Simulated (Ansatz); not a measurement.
## What a change does: geometry relaxation on ZrSe₂

System: ZrSe₂ (slab, 3 atoms in the cell).
Method of run 1: DFT LDA, scalar-relativistic, plane waves, PAW, no spin polarisation (Ansatz 0.2.0).

The structure derives from an entry of the Crystallography Open Database. Text and figures count atoms from 1; the logs count them from 0 in places.

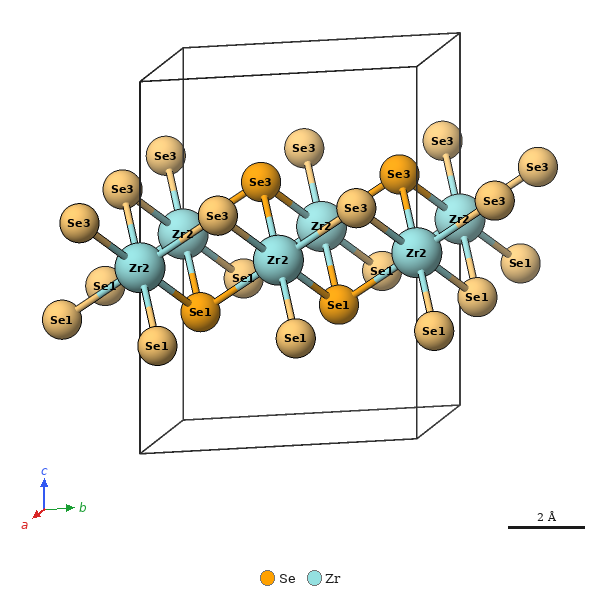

**Figure 1.** The input geometry (ball-and-stick view of the 1 × 2 repeat of the cell, with the vacuum cut short, seen slightly off an axis; neighbours outside the cell are drawn fainter; atoms are numbered from 1 in the order of the input). Near neighbours in the crystal (not all of them lie inside the picture): Se has 3 Zr at 2.69 Å; Zr has 6 Se at 2.69 Å.

### Input file, run 1
```yaml
crystal:
  lattice:
    - [3.7545264002, 0.0, 0.0]
    - [-1.8772632002, 3.2515152418, 0.0]
    - [0.0, 0.0, 32.3924873949]
  atoms:
    - { symbol: Se, position: [0.6666666667, 0.3333333333, 0.4507962435] }
    - { symbol: Zr, position: [0.0, 0.0, 0.5] }
    - { symbol: Se, position: [0.3333333333, 0.6666666667, 0.5492037565] }
  periodic: [true, true, false]
basis:
  ecutwfc: 420
kpoints:
  mp_grid: { grid: [12, 12, 1] }
hamiltonian:
  xc: lda
scf:
  occupations: { method: gaussian, width: 0.02 }
output:
  forces: true
  stress: true
  eigenvalues: true
  write_density: true
  write_potential: true
  elf: true
  volumetric_format: npy
relax:
  adjacent_minimum: "off"
  f_tol: 0.005
  max_steps: 50
  cell: { stress_2d_tol: 0.02 }
```

Launched with:
```bash
ansatz run input.yaml --threads 1 --pin off --max-ram 2560MiB --backend cpu --events-out ev --progress --plain --runs-dir out
```

Hardware: 1 thread of Intel Xeon @ 2.70GHz, 189 GiB of memory available, shared host.

### Output, shortened to warnings, some set-up lines, iterations and results (run 1)
```
WARN: The output density's exchange-correlation potential varies sharply where the density is thin. Do not read a vacuum level from v_tot or v_xc, or from such a field of the output density. On a cell that repeats whose density bears no net charge and no dipole along the vacuum's axis use v_es (v_loc + v_h of the components); under efield.dipole_correction with no amplitude use v_es + v_field, …
Basis set: ecut = 420 eV, 7801 PW (Γ)
Symmetry: 12 space group operations
k-points: 19 of 144
Initial density: superposition of atomic densities (neutral atoms: chi_scale 0, normalization atom), corrected by the library's trained network
[...]
SCF iter   1: F=—  HF=-14847.827477 eV  |F-HF|=—  |Δ(HF+E_count)|=         —  Δρ=2.04e-3  dr2=7.43e-3  ethr=1.77e-3  ⟨swp⟩=12.5  Hψ=3079  notcnv=0
SCF iter   2: F=—  HF=-14847.821687 eV  |F-HF|=—  |Δ(HF+E_count)|=   5.79e-3  Δρ=1.11e-3  dr2=3.00e-3  ethr=1.69e-5  ⟨swp⟩=4.1  Hψ=1513  notcnv=0  defer=19
SCF iter   3: F=—  HF=-14847.821964 eV  |F-HF|=—  |Δ(HF+E_count)|=   2.77e-4  Δρ=5.42e-4  dr2=2.21e-3  ethr=6.81e-6  ⟨swp⟩=2.6  Hψ=751  notcnv=0  defer=19
SCF iter   4: F=—  HF=-14847.821858 eV  |F-HF|=—  |Δ(HF+E_count)|=   1.06e-4  Δρ=7.11e-5  dr2=2.04e-5  ethr=5.01e-6  ⟨swp⟩=2.9  Hψ=726  notcnv=0  defer=19
SCF iter   5: F=—  HF=-14847.821855 eV  |F-HF|=—  |Δ(HF+E_count)|=   2.53e-6  Δρ=2.15e-5  dr2=1.94e-6  ethr=4.65e-8  ⟨swp⟩=3.3  Hψ=1084  notcnv=0  defer=19
[... 45 lines ...]
SCF iter   5: F=—  HF=-14847.853554 eV  |F-HF|=—  |Δ(HF+E_count)|=  2.13e-10  Δρ=1.77e-7  dr2=4.37e-11  ethr=4.96e-12  ⟨swp⟩=3.2  Hψ=905  notcnv=0
SCF iter   6: F=—  HF=-14847.853554 eV  |F-HF|=—  |Δ(HF+E_count)|=  9.09e-12  Δρ=2.44e-8  dr2=4.02e-12  ethr=1.00e-12  ⟨swp⟩=2.1  Hψ=692  notcnv=0
SCF iter   7: F=-14847.853554 eV  HF=-14847.853554 eV  |F-HF|=1.11e-10  |Δ(HF+E_count)|=  5.64e-11  Δρ=8.69e-9  dr2=5.36e-13  ethr=1.00e-12  ⟨swp⟩=10.2  Hψ=2853  notcnv=0
SCF 6 converged in 7 iterations: F = -14847.853554 eV  dr2 = 5.36e-13
relax step   6: F+E_penalty+E_count = -14847.85355435 eV  Δ(F+E_penalty+E_count) = +3.183e-4 eV  max|allowed force component| = 6.580e-4 eV/Å  Δτ_max = 0.0000 Å  P = -0.000 …
basis re-selected at this cell: Δ(F+E_penalty+E_count) = +3.183e-4 eV, ΔP = -0.001 N/m vs the last step (what re-selecting the basis moved, of the pressure what is left beyond the Pulay correction that the steps carried, after the strain that the cell walked since its last selection, with what the …
[...]
```

For run 2 the input was changed thus:
```diff
-  xc: lda
+  xc: pbe
```

Predict how the results change.

The total energies belong to different methods, so their difference says nothing on which is more stable or more accurate. The gap on the mesh goes from 0.27 to 0.50 eV. The work function goes from 5.53 to 5.37 eV. The functional changes from LDA to PBE. The SCF takes 33 iterations over all geometry steps against 43.

### Output, shortened to warnings, some set-up lines, iterations and results (run 2)
```
Basis set: ecut = 420 eV, 7801 PW (Γ), exchange–correlation on 54×54×450 points (8 copies of the dense FFT grid, shifted against one another)
Symmetry: 12 space group operations
k-points: 19 of 144
Initial density: superposition of atomic densities (neutral atoms: chi_scale 0, normalization atom), corrected by the library's trained network
[...]
SCF iter   1: F=—  HF=-15126.055597 eV  |F-HF|=—  |Δ(HF+E_count)|=         —  Δρ=5.85e-4  dr2=1.84e-3  ethr=1.77e-3  ⟨swp⟩=12.2  Hψ=3125  notcnv=0
SCF iter   2: F=—  HF=-15126.052570 eV  |F-HF|=—  |Δ(HF+E_count)|=   3.03e-3  Δρ=3.19e-4  dr2=3.78e-4  ethr=4.19e-6  ⟨swp⟩=3.9  Hψ=1430  notcnv=0  defer=19
SCF iter   3: F=—  HF=-15126.053000 eV  |F-HF|=—  |Δ(HF+E_count)|=   4.30e-4  Δρ=1.63e-4  dr2=2.01e-4  ethr=8.58e-7  ⟨swp⟩=3.1  Hψ=891  notcnv=0  defer=19
SCF iter   4: F=—  HF=-15126.053237 eV  |F-HF|=—  |Δ(HF+E_count)|=   2.38e-4  Δρ=5.20e-5  dr2=1.48e-5  ethr=4.56e-7  ⟨swp⟩=2.7  Hψ=684  notcnv=0  defer=19
SCF iter   5: F=—  HF=-15126.053278 eV  |F-HF|=—  |Δ(HF+E_count)|=   4.02e-5  Δρ=1.19e-5  dr2=5.10e-7  ethr=3.36e-8  ⟨swp⟩=3.2  Hψ=865  notcnv=0  defer=19
[... 33 lines ...]
SCF iter   6: F=—  HF=-15126.062409 eV  |F-HF|=—  |Δ(HF+E_count)|=   1.06e-5  Δρ=7.35e-7  dr2=1.82e-9  ethr=4.67e-11  ⟨swp⟩=3.2  Hψ=770  notcnv=0
SCF iter   7: F=—  HF=-15126.062411 eV  |F-HF|=—  |Δ(HF+E_count)|=   2.10e-6  Δρ=1.05e-7  dr2=3.57e-11  ethr=4.14e-12  ⟨swp⟩=3.4  Hψ=887  notcnv=0
SCF iter   8: F=-15126.062411 eV  HF=-15126.062411 eV  |F-HF|=2.79e-9  |Δ(HF+E_count)|=   1.46e-7  Δρ=1.82e-8  dr2=1.37e-12  ethr=1.00e-12  ⟨swp⟩=9.7  Hψ=3392  notcnv=0
SCF 5 converged in 8 iterations: F = -15126.062411 eV  dr2 = 1.37e-12
relax step   5: F+E_penalty+E_count = -15126.06241135 eV  Δ(F+E_penalty+E_count) = -1.897e-4 eV  max|allowed force component| = 1.618e-4 eV/Å  Δτ_max = 0.0000 Å  P = -0.006 …
basis re-selected at this cell: Δ(F+E_penalty+E_count) = -1.897e-4 eV, ΔP = -0.000 N/m vs the last step (what re-selecting the basis moved, of the pressure what is left beyond the Pulay correction that the steps carried, after the strain that the cell walked since its last selection, with what the …
SCF converged after 8 iterations
Free energy (F): -15126.062411 eV
Harris-Foulkes:  -15126.062411 eV  (|F-HF|=2.79e-9)
Internal energy: -15126.062411 eV  (E = F + TS)
E sigma→0 (E₀):  -15126.062411 eV
Fermi energy:    -5.372219 eV
--- Per-component energies (eV) ---
  E_band       = -1523.568550
  E_kinetic    = 569.049081
  E_local      = -96005.417460  (includes V_loc(G=0)·N_el)
  E_nonlocal   = -1114.115593
  E_hartree    = 47527.583634
  E_xc         = -370.644154
  E_vxc        = -387.876013  (∫ρ·V_xc dr)
  E_paw        = -6775.281606  (= ΣΔE_a)
  E_vpaw       = 359.625491  (= ΣTr[D̂ρ^β])
  E_aug_tail   = -0.001169  (compensation charges beyond the density's cutoff)
  E_ewald      = 41042.764855
  E_smearing   = -0.000000  (= −TS)
  E_closure    = 0.000000  (closes the sum)
  Σ components = -15126.062411   (vs F -15126.062411, Δ=0.00e0)
--- Forces (eV/Å), atoms counted from 1 ---
  atom   1  Se    -0.00000000    -0.00000000     0.00016178
  atom   2  Zr     0.00000000    -0.00000000     0.00000000
  atom   3  Se     0.00000000     0.00000000    -0.00016178
  max |Σ_I F_I| component: 4.63e-18 eV/Å
--- 2D stress c σ (N/m, compression-positive) ---
       -0.005565       0.000000       0.000000
        0.000000      -0.005565      -0.000000
        0.000000      -0.000000      -0.000000
  P = ½ c Tr σ = -0.0056 N/m
--- Relaxed structure (4 steps of the walk, 4 accepted, 1 SCFs on fresh bases) ---
  F+E_penalty+E_count = -15126.06241135 eV   max|allowed force component| = 1.618e-4 eV/Å   (the final SCF, on the basis selected at the relaxed cell)
  cell:  # Å, volume = 404.8935 Å³
    - [3.79911918923449, 5.842087266781429e-11, 5.007530260893889e-83]
    - [-1.8995595946678385, 3.2901337298527977, -1.0015060521787568e-82]
    - [4.320288195338872e-82, -7.48295865740103e-82, 32.3924873949]
  atoms:
    - { symbol: Se, position: [0.6666666666666666, 0.3333333333333333, 0.45115617379079215] }
    - { symbol: Zr, position: [4.123622993781278e-34, -5.799777223568517e-35, 0.5000000000000001] }
[...]
```

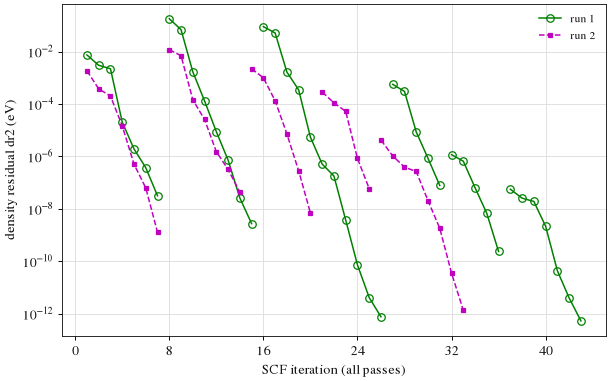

**Figure 2.** Convergence of the two runs: density residual dr2 against the SCF iteration. A break in a curve parts two SCF passes. Run 1 takes 43 iterations in all, and run 2 takes 33.

### The two runs side by side

```tsv
quantity	run 1	run 2
outcome	converged	converged
free energy per atom (eV)	−4949.2845	−5042.0208
gap on the mesh (eV)	0.27	0.50
work function (eV)	5.53	5.37
largest force (eV/Å)	0.001	0.000
SCF iterations	43	33
irreducible k-points	19	19
wall time (shared host)	2.1 min	1.8 min
```

For run 1: Warnings: the exchange-correlation potential is rough where the density is thin.
